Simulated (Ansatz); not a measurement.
## Electronic structure of SnO in real space

The calculation's input:

```
crystal:
  lattice:
    - [3.802, 0.0142575, 0.0]
    - [0.0142575, 3.802, 0.0]
    - [0.0, 0.0, 4.836]
  atoms:
    - { symbol: Sn, position: [0.0, 0.5, 0.2385] }
    - { symbol: Sn, position: [0.5, 0.0, 0.7615] }
    - { symbol: O, position: [0.0, 0.0, 0.0] }
    - { symbol: O, position: [0.5, 0.5, 0.0] }
basis:
  ecutwfc: 420
kpoints:
  mp_grid: { grid: [12, 12, 10] }
hamiltonian:
  xc: pbe
scf:
  occupations: { method: gaussian, width: 0.15 }
output:
  forces: true
  stress: true
  eigenvalues: true
  write_density: true
  write_potential: true
  elf: true
  volumetric_format: npy
```

Launched as:

```sh
ansatz run input.yaml --threads 1 --pin off --max-ram 2560MiB --backend cpu --events-out ev --progress --plain --runs-dir out
```

Below, planes, directions and counts refer to the conventional cell (a = 5.36 Å, b = 5.40 Å, c = 4.84 Å, α = 90.00°, β = 90.00°, γ = 90.00°).

Space group Cmme; changed on purpose from its base cell (strain +0.0075 x Voigt [0, 0, 0, 0, 0, 1], atoms carried along); not relaxed (largest force 0.4 eV/Å); computed pressure about 4 GPa in this cell.

Method: DFT PBE, scalar-relativistic, plane waves, PAW (Ansatz).

Core electrons are frozen (PAW), and the valence fields are smoothed inside the atomic spheres.

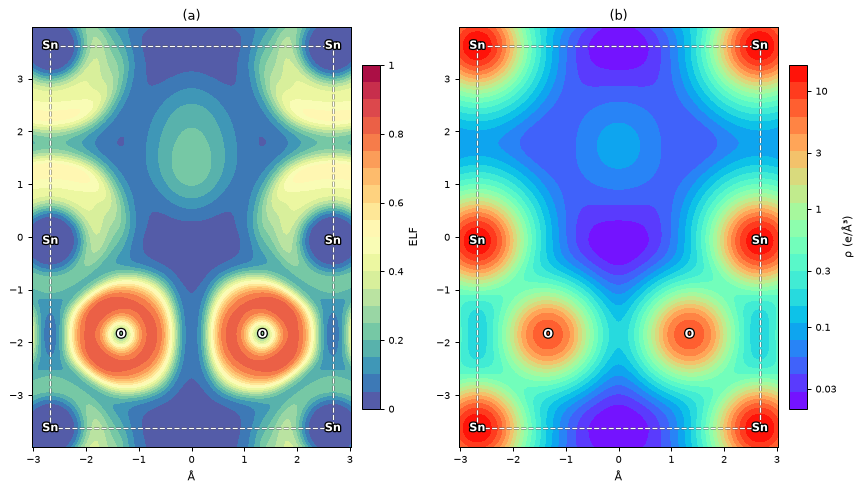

Figure 1. (a) electron localisation function; (b) valence pseudo-density on the (011) plane of the conventional cell.

Question: What do the fields say about this system?

Answer: The section cuts through Sn and O sites. Sn–O (2.22 Å): the density is about 0.47 e/Å³ at the midpoint; the ELF peaks at about 0.85 in the valence shell of O, 0.6 Å from its nucleus, and is about 0.20 at the midpoint: no shared electron pair shows on this line. Between the atoms the lowest density in this plane is 0.02 e/Å³.

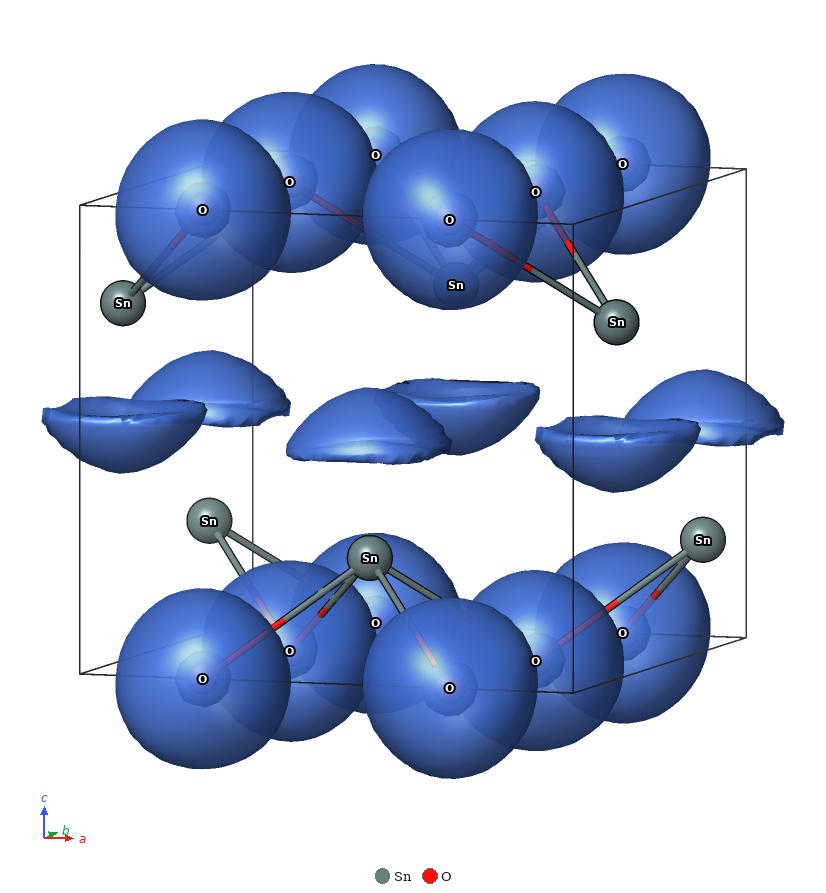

Figure 2. Isosurface of the electron localisation function at 0.6 (blue), seen slightly off an axis. Only the valence region is drawn (cores and ρ < 0.01 e/Å³ removed). Sticks mark near contacts.

Question: Where are the electrons localised?

Answer: The ELF exceeds this value in four lobes on Sn, pointing away from the bonds (lone pairs) and four regions wrapped around O (the valence shell of each), counted in one cell of 8 atoms. Any copies at cell faces, edges or corners count once.

Question: Does the calculation make it a metal, or give it a gap?

Answer: It is metallic or semimetallic at this level of theory: no gap opens.
